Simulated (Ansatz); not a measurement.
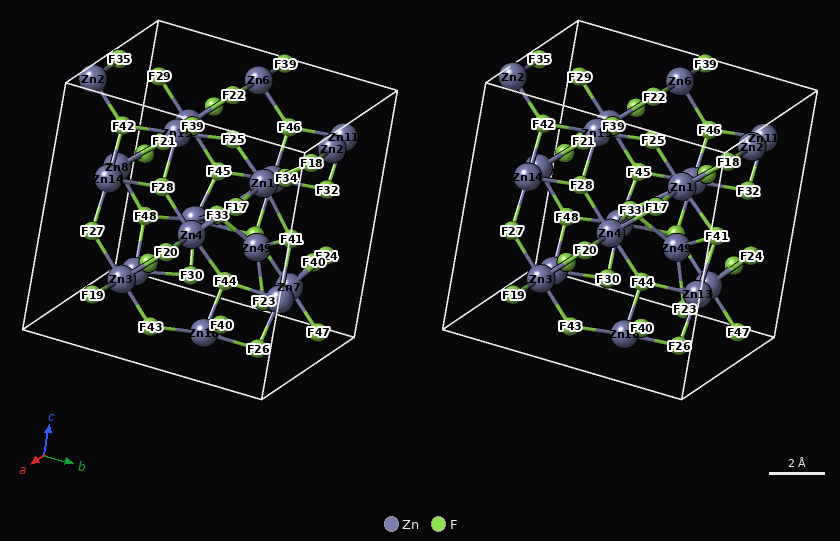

Two geometries of a defect cell of composition Zn17F32 (cell charge +1), drawn at one scale. One is the start of a relaxation, the other its converged end. The picture is a ball-and-stick view of the cell of the calculation (origin shifted), seen slightly off an axis.

Method: DFT PBE, scalar-relativistic, plane waves, PAW in Ansatz. Settings: plane-wave cutoff 420 eV; k-point mesh 2 × 2 × 2; occupations gaussian; smearing width 0.01 eV; mesh shifted by (0.5, 0.5, 0.5); collinear spin; atoms relaxed in a fixed cell; force threshold 0.025 eV/Å; at most 45 steps.

Which one is relaxed?

Answer. The left one is the relaxed one. Case: Zn interstitial, charge +1, atoms relaxed at the host's cell. The largest moves, 0.31 Å, are those of F atoms. By element the largest moves are F 0.31 Å, Zn 0.21 Å. The cell doesn't change. Near-neighbour distances that change, for instance: F–Zn 2.279 → 1.968 Å, F–Zn 2.035 → 2.168 Å, F–Zn 2.250 → 2.316 Å, F–Zn 2.203 → 2.264 Å. Bond angles that change, for instance: F–Zn–F 170.6° → 157.3°, F–Zn–F 98.0° → 85.7°, F–Zn–F 90.2° → 80.1°. Over 5 accepted moves (6 points after the start) the energy falls by 1.117 eV per cell of the calculation. The largest force component goes from 0.76 to 0.013 eV/Å. The line search rejected the trial step at point 3 of the run.

Limits of the set-up: the cell is charged, on a uniform background, and energies carry no finite-size correction.
